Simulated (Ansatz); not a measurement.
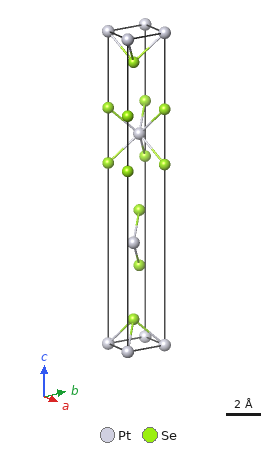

This is the input geometry for a relaxation of a crystal of PtSe$_{2}$ (built on the 3R (MoS2) bulk type). Style: ball-and-stick. Shown: the conventional cell (3 times the calculation's cell), slightly off an axis. Lengths and directions refer to the drawn axes.

Level of theory: DFT, PBEsol, plane waves, PAW in Ansatz 0.2.0.

Input file:
```yaml
crystal:
  lattice:
    - [1.722881365, 0.9947060199, 6.33436676]
    - [-1.722881365, 0.9947060199, 6.33436676]
    - [0.0, -1.9894120397, 6.33436676]
  atoms:
    - { symbol: Pt, position: [0.0, 0.0, 0.0] }
    - { symbol: Se, position: [0.4218548564, 0.4218548564, 0.4218548564] }
    - { symbol: Se, position: [0.2448118103, 0.2448118103, 0.2448118103] }
kpoints:
  mp_grid: { grid: [8, 8, 8] }
hamiltonian:
  xc: pbesol
scf:
  occupations: { method: fermi_dirac, width: 0.03 }
relax:
  f_tol: 0.01
  cell: {}
  max_steps: 120
```

Launched with:
```bash
ansatz run input.yaml --threads 2 --pin off --max-ram 2211MiB --backend cpu --events-out ev --progress --plain --runs-dir out
```

**Where does the relaxation end?**

After 5 accepted moves (6 points after the start) the energy has fallen by 115 meV per atom. The largest force component goes from 0.94 to 0.0076 eV/Å. Pressure: −5.46 GPa at the start and −0.01 GPa at the end. At 1 point the geometry stayed and the basis and grid were re-selected for the new cell (energy shift of 0.2 meV per atom at most each time). The atom that moves furthest relative to the cell is Se2 (0.052 Å along −c). Largest moves by element: Se 0.052 Å, Pt 0.014 Å. The drawn cell changes as follows: a = b 3.446 → 3.637 Å (+5.6 %), c 19.003 → 15.873 Å (−16.5 %); the volume changes by −6.9 %. Some distances before and after: Se2–Se3 3.364 → 2.901 Å, Se2–Se3 (another image) 3.575 → 3.182 Å, Pt1–Se3 2.605 → 2.540 Å, Pt1–Se2 2.605 → 2.565 Å. Among the angles between lasting bonds that change: Se2–Pt1–Se3 80.4° → 69.3°, Se3–Pt1–Se3 82.8° → 91.5°, Pt1–Se3–Pt1 82.8° → 91.5°. The space group stays R3m (No. 160). Cost: 31 s on 2 threads of Arm Neoverse V2 (shared host), peak memory 0.39 GiB.

Step by step:

```tsv
step	E − E(0), meV/atom	largest force component, eV/Å	pressure, GPa	volume, Å³/atom	note
0	0.00	0.9438	-5.46	21.711	
1	-62.10	0.3341	3.97	20.982	
2	-95.01	0.3604	0.03	21.950	
3	-113.76	0.0860	-0.09	20.658	
4	-114.72	0.1500	0.88	20.055	
5	-115.57	0.0079	-0.02	20.209	
6	-115.34	0.0076	-0.01	20.209	same geometry, new basis
```

Final geometry:

```
CELL_PARAMETERS angstrom
1.81875 1.05005 5.29094
-1.81875 1.05005 5.29094
0.00000 -2.10011 5.29094
ATOMIC_POSITIONS crystal
Pt 0.99909 0.99909 0.99909
Se 0.42516 0.42516 0.42516
Se 0.24241 0.24241 0.24241
```

After the run, drawn alike:

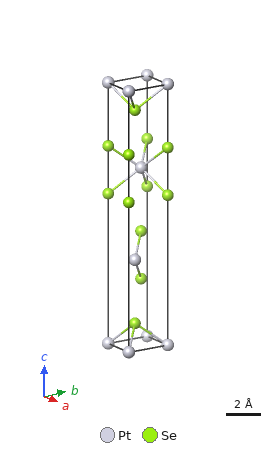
